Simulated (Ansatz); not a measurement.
## Al3Cu: single-point calculation

Al3Cu (R-3m, 4 atoms in the cell), computed with DFT r2SCAN, scalar-relativistic, plane waves, PAW, no spin polarisation (Ansatz 0.2.0).

The structure derives from a Materials Project entry. It belongs to a series of runs on one base structure; here: ratio of the length along [111] to the lengths across it x 0.71, volume and fractional coordinates fixed. Figures and captions count atoms from 1; the log counts them from 0 in places.

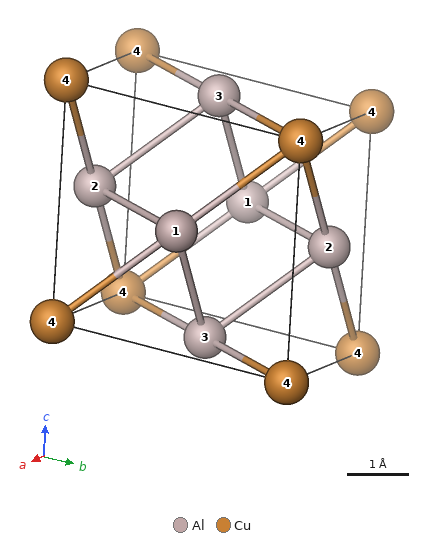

*The input geometry (ball-and-stick view of the cell of the calculation, seen slightly off an axis; atoms are numbered from 1 in the order of the input). An atom can appear more than once, as a periodic image.*

Near neighbours in the periodic cell (some may lie outside the picture): Al has 4 Al at 2.52 Å and 2 Cu at 2.52 Å; Cu has 6 Al at 2.52 Å.

Key numbers:

```csv
quantity,value
outcome,converged
space group (tolerance 0.01 Å),R-3m (166)
electrons treated,28
free energy,−8251.4516 eV
Fermi energy,9.962 eV
gap on the k-point mesh,none (metallic)
pressure,10.75 GPa
largest force (length of the vector),under 0.001 eV/Å
hardware,"1 thread of Intel Xeon @ 2.50GHz (Skylake/Cascade Lake), 189 GiB of memory available, shared host"
wall time,86 s
peak memory,0.7 GiB
```

Notes:

The cell is under a pressure of 10.7 GPa at this level, so it is not at its equilibrium volume.

The input:
```yaml
crystal:
  lattice:
    - [3.9380389284, -0.4214137599, -0.4214137599]
    - [-0.4214137599, 3.9380389284, -0.4214137599]
    - [-0.4214137599, -0.4214137599, 3.9380389284]
  atoms:
    - { symbol: Al, position: [0.0, 0.5, 0.5] }
    - { symbol: Al, position: [0.5, 0.0, 0.5] }
    - { symbol: Al, position: [0.5, 0.5, 0.0] }
    - { symbol: Cu, position: [0.0, 0.0, 0.0] }
basis:
  ecutwfc: 500
kpoints:
  mp_grid: { grid: [14, 14, 14] }
hamiltonian:
  xc: r2scan
scf:
  occupations: { method: gaussian, width: 0.15 }
output:
  forces: true
  stress: true
  eigenvalues: true
  write_density: true
  write_potential: true
  elf: true
  volumetric_format: npy
```

Run as:
```bash
ansatz run input.yaml --threads 1 --pin off --max-ram 2560MiB --backend cpu --events-out ev --progress --plain --runs-dir out
```

The program's output:
```
Engine: ansatz 0.2.0, x86_64-unknown-linux-gnu
Pseudopotentials: kind: paw
Pseudopotential: Al, paw, valence charge 3, recommended cutoff 500 eV (meta_gga), Al.paw.azcp
Pseudopotential: Cu, paw, valence charge 19, recommended cutoff 500 eV (meta_gga), Cu.paw.azcp
Functional definition: r2SCAN
  parameter k0 = 0.174
  parameter k1 = 0.065
  parameter a1 = 4.9479
  exchange = r2scan_x(k0 = k0, k1 = k1, a1 = a1)
  correlation = r2scan_c
Crystal: 4 atoms, lattice volume = 58.824 Å³
Basis set: ecut = 500 eV, 1507 PW (Γ), exchange–correlation on 120×120×120 points (64 copies of the dense FFT grid, shifted against one another)
Bands: 18, of which v1, the nominal top of the filled ones, is band 14 counted from 1 (13 counted from 0)
Symmetry: 12 space group operations
Space group: R-3m (ITA 166), of the structure as read, at distance tolerance 3.9e-5 Å
k-points: 288 of 2744
Non-local potential: Al, projectors of the file, l = 0: 2, l = 1: 2, l = 2: 1
Non-local potential: Cu, projectors of the file, l = 0: 3, l = 1: 2, l = 2: 3, l = 3: 1
PAW form: soft (Blöchl's): semilocal exchange-correlation on the pseudo side does not see the compensation charge
PAW frozen core: Al, regenerated for the run's functional (the file was generated under x = pbe(κ = 0.804, μ = 0.2195149727645171), c = pbe(β = 0.06672455060314922))
PAW frozen core: Cu, regenerated for the run's functional (the file was generated under x = pbe(κ = 0.804, μ = 0.2195149727645171), c = pbe(β = 0.06672455060314922))
PAW one-centre angular grid: Al, 302 points (default); XC on 160 Gauss nodes
PAW one-centre angular grid: Cu, 590 points (default); XC on 160 Gauss nodes
Initial density: superposition of atomic densities (neutral atoms: chi_scale 0, normalization atom), corrected by the library's trained network
Initial wavefunctions: pseudopotential atomic-orbital guess
Functional: x = r2scan, c = r2scan; τ floored in thin density (d = 2e-4 eV/Å³)
SCF iter   1: F=—  HF=-8251.456229 eV  |F-HF|=—  |Δ(HF+E_count)|=         —  Δρ=2.48e-2  dr2=2.65e-1  dr2_τ=1.83e-2  ethr=1.77e-3  ⟨swp⟩=5.7  Hψ=27237  notcnv=0
preconditioner: auto → Kerker (q_TF=auto, 2.411 Å⁻¹)  [metal: Δε(μ)=0.009 eV  Ē_g=7.408 eV  σ=0.150 eV  W_gap=0.03  n_scr=12 (ndim 8)  ℏωp=21.7 eV  f_vac=0.000  D(μ)=1.30/eV (n_scr^D=6)]
SCF iter   2: F=—  HF=-8251.492998 eV  |F-HF|=—  |Δ(HF+E_count)|=   3.68e-2  Δρ=2.03e-2  dr2=1.31e-1  dr2_τ=1.39e-3  ethr=9.47e-4  ⟨swp⟩=2.1  Hψ=11037  notcnv=0  defer=53
SCF iter   3: F=—  HF=-8251.455886 eV  |F-HF|=—  |Δ(HF+E_count)|=   3.71e-2  Δρ=5.40e-3  dr2=2.00e-2  dr2_τ=5.89e-5  ethr=4.66e-4  ⟨swp⟩=2.1  Hψ=8568  notcnv=0  defer=53
SCF iter   4: F=—  HF=-8251.451476 eV  |F-HF|=—  |Δ(HF+E_count)|=   4.41e-3  Δρ=1.68e-3  dr2=1.08e-3  dr2_τ=1.23e-5  ethr=7.15e-5  ⟨swp⟩=1.0  Hψ=7515  notcnv=0  defer=50
SCF iter   5: F=—  HF=-8251.451678 eV  |F-HF|=—  |Δ(HF+E_count)|=   2.02e-4  Δρ=5.89e-4  dr2=3.24e-4  dr2_τ=1.76e-6  ethr=3.86e-6  ⟨swp⟩=2.0  Hψ=7585  notcnv=0  defer=50
SCF iter   6: F=—  HF=-8251.451608 eV  |F-HF|=—  |Δ(HF+E_count)|=   6.99e-5  Δρ=2.84e-4  dr2=4.05e-5  dr2_τ=1.24e-7  ethr=1.16e-6  ⟨swp⟩=2.1  Hψ=7944  notcnv=0  defer=50
SCF iter   7: F=—  HF=-8251.451604 eV  |F-HF|=—  |Δ(HF+E_count)|=   3.52e-6  Δρ=7.51e-5  dr2=3.01e-6  dr2_τ=1.18e-8  ethr=1.45e-7  ⟨swp⟩=1.6  Hψ=6775  notcnv=0  defer=50
SCF iter   8: F=-8251.451604 eV  HF=-8251.451604 eV  |F-HF|=2.05e-9  |Δ(HF+E_count)|=   3.78e-7  Δρ=6.69e-6  dr2=3.00e-8  dr2_τ=2.05e-10  ethr=3.57e-10  ⟨swp⟩=6.8  Hψ=32637  notcnv=0
SCF 1 converged in 8 iterations: F = -8251.451604 eV  dr2 = 3.00e-8
  greatest PAW one-centre occupation: 1.000 electrons in one spin orbital (limit 2), on the Cu atom at site 3 (counted from 0), in its partial waves of l = 0
```

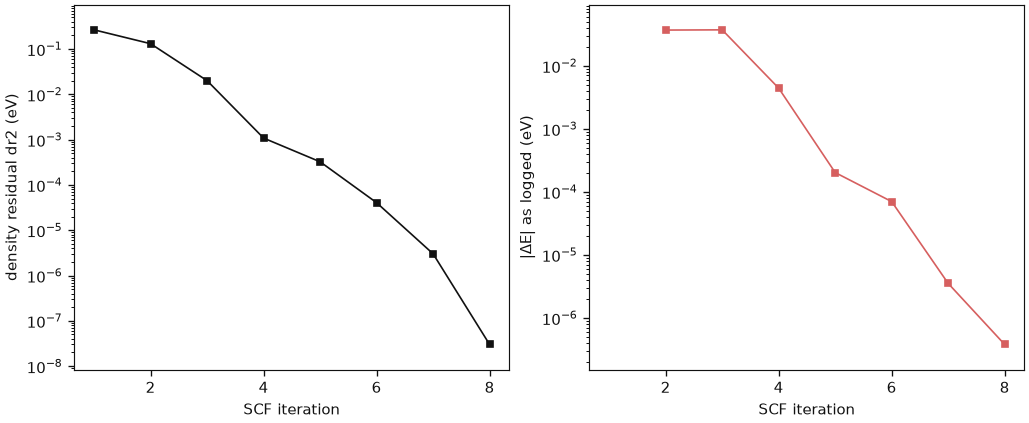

*Convergence of the self-consistent field: density residual dr2 and size of the energy change against the SCF iteration.*

The residual falls at every step.

```
SCF converged after 8 iterations
Free energy (F): -8251.451604 eV
Harris-Foulkes:  -8251.451604 eV  (|F-HF|=2.05e-9)
Internal energy: -8251.436493 eV  (E = F + TS)
E sigma→0 (E₀):  -8251.444048 eV
Entropy (-TS):   -0.015111 eV (-3.778 meV/atom)
Fermi energy:    9.961525 eV
--- Per-component energies (eV) ---
  E_band       = -478.219989
  E_kinetic    = 372.713532
  E_local      = -6012.854934  (includes V_loc(G=0)·N_el)
  E_nonlocal   = 423.771407
  E_hartree    = 2721.997168
  E_xc         = -195.499735
  E_vxc        = -220.931405  (∫ρ·V_xc dr)
  E_paw        = -3096.146425  (= ΣΔE_a)
  E_vpaw       = -498.170813  (= ΣTr[D̂ρ^β])
  E_aug_tail   = 0.000144  (compensation charges beyond the density's cutoff)
  E_vtau       = 13.255726  (kinetic-family band-sum trace: ∫τ·v_τ [+ j·A + Jᵃ·Aᵃ] dr)
  E_ewald      = -2464.936219
  E_core_change = -0.481432  (= ΣΔE_core)
  E_smearing   = -0.015111  (= −TS)
  E_closure    = 0.000000  (closes the sum)
  Σ components = -8251.451604   (vs F -8251.451604, Δ=0.00e0)
--- Forces (eV/Å), atoms counted from 1 ---
  atom   1  Al     0.00000000    -0.00000000     0.00000000
  atom   2  Al     0.00000000    -0.00000000     0.00000000
  atom   3  Al     0.00000000    -0.00000000     0.00000000
  atom   4  Cu    -0.00000000     0.00000000     0.00000000
  max |Σ_I F_I| component: 6.33e-31 eV/Å
--- Stress (GPa, compression-positive) ---
       10.747104       9.625458       9.625458
        9.625458      10.747104       9.625458
        9.625458       9.625458      10.747104
  P = ⅓ Tr σ = 10.7471 GPa (107.471 kbar)
--- Band table (eV; the first three rows and the last of 288) ---
  k-point 0: bands = ["-107.2483", "-63.1355", "-63.0240", "-63.0240", "-1.6946", "5.6624", "5.6624", "6.1476", "6.2519", "6.2519", "7.7979", "7.7979", "8.5610", "10.4475", "11.3503", "11.3503", "12.8016", "13.9305"]
  k-point 1: bands = ["-107.2483", "-63.1355", "-63.0240", "-63.0240", "-1.6384", "5.5791", "5.6678", "6.1347", "6.2233", "6.2498", "7.5294", "7.8442", "8.3860", "10.7344", "11.3981", "11.7772", "12.6290", "13.5065"]
  k-point 2: bands = ["-107.2483", "-63.1355", "-63.0240", "-63.0240", "-1.4704", "5.2409", "5.6828", "6.1187", "6.1520", "6.2350", "6.9087", "7.9688", "8.3915", "11.0589", "11.4917", "12.1997", "12.5998", "13.1198"]
  k-point 287: bands = ["-107.2483", "-63.1356", "-63.0241", "-63.0241", "3.8236", "3.8236", "4.6480", "5.1813", "5.1813", "5.3300", "6.4800", "6.4800", "6.9014", "7.6189", "7.6189", "9.2649", "12.3184", "19.2740"]
```

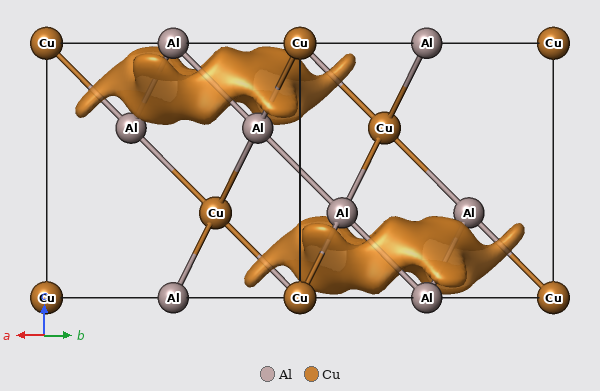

*Isosurface of the electron localisation function at 0.55 (orange), seen along [110]. Only the valence region is drawn (cores and ρ < 0.01 e/Å³ removed). Sticks mark near contacts. The outline is the cell set on symmetry axes.*

Along the contacts the grid gives the following. Al–Cu (2.52 Å): the ELF peaks at about 0.65 between the atoms. Al–Al (2.52 Å): the ELF peaks at about 0.80 between the atoms, which marks a shared electron pair. In a PAW calculation such maps are meaningful between the atoms, not at the nuclei.

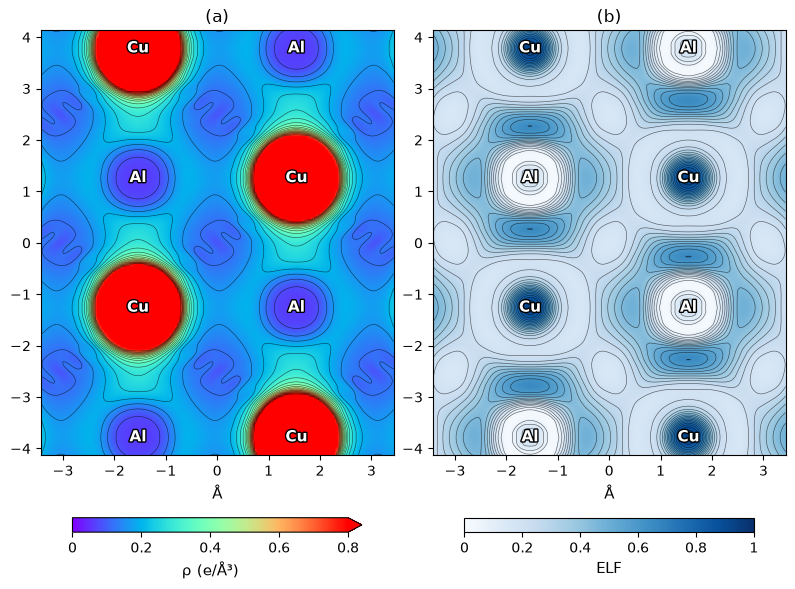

*(a) valence pseudo-density; (b) electron localisation function on the (011̄) plane of the conventional cell.*

Atoms in the plane: Al and Cu. Al–Cu (2.52 Å): ρ at the midpoint is about 0.29 e/Å³; the ELF peaks at about 0.65 between the atoms. Away from the nuclei the density in this plane falls to 0.09 e/Å³ at its lowest. The strong features right at Cu lie inside the PAW spheres (semicore, d or f shells) and say nothing about bonding.
